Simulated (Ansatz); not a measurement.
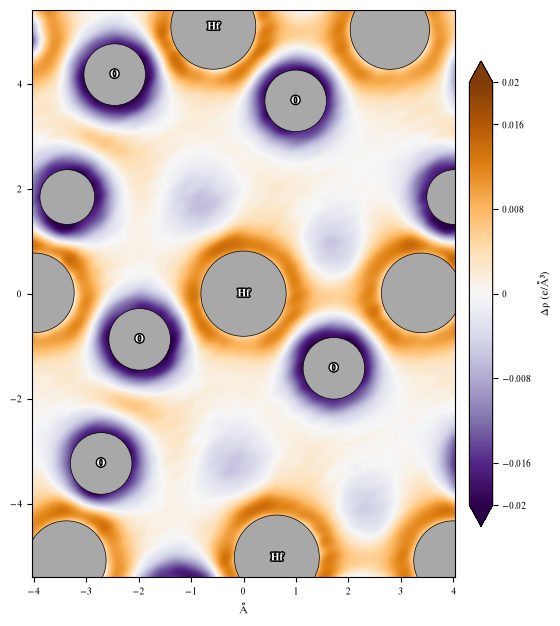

Hf8O15 (cell charge +1, with a compensating background) (cell with a defect). Difference of the valence pseudo-densities of two functionals at the same geometry, on the (011̄) plane of the calculation cell: one of PBE and r2SCAN less the other.

Both computed with Ansatz (plane waves, PAW), on the same k-point mesh. Grey discs cover the atomic cores.

```
Hf O
1.0
    -0.87617    5.15064    5.20295
     4.21801    0.00000    5.20295
     5.09418    5.15064    0.00000
Hf O
8 15
Direct
  0.44112 0.26473 0.01625
  0.94289 0.76277 0.51327
  0.50893 0.27693 0.45523
  0.01278 0.77969 0.94506
  0.05412 0.23823 0.48495
  0.55525 0.74722 0.98262
  0.99431 0.21844 0.05445
  0.48740 0.72030 0.55265
  0.13848 0.84211 0.60327
  0.10258 0.41812 0.13783
  0.60077 0.91484 0.63977
  0.85684 0.16061 0.39191
  0.37704 0.64123 0.90588
  0.40617 0.08650 0.35381
  0.88739 0.57822 0.86787
  0.30344 0.03876 0.04136
  0.80056 0.53272 0.53896
  0.04536 0.12159 0.80174
  0.54608 0.61224 0.29650
  0.19552 0.46675 0.45769
  0.69975 0.97378 0.95645
  0.45002 0.38048 0.70043
  0.95665 0.88172 0.19606
```

Question: Which was subtracted from which, and what does the map show?

Answer: It is PBE less r2SCAN. Against r2SCAN, PBE gives more density around Hf (+0.007 e/Å³ on average at 1.2 Å from the nucleus), less density around O (−0.014 e/Å³ on average at 0.7 Å from the nucleus) and a change of +0.009 e/Å³ at the midpoint of Hf–O and +0.009 e/Å³ at the midpoint of Hf–O.
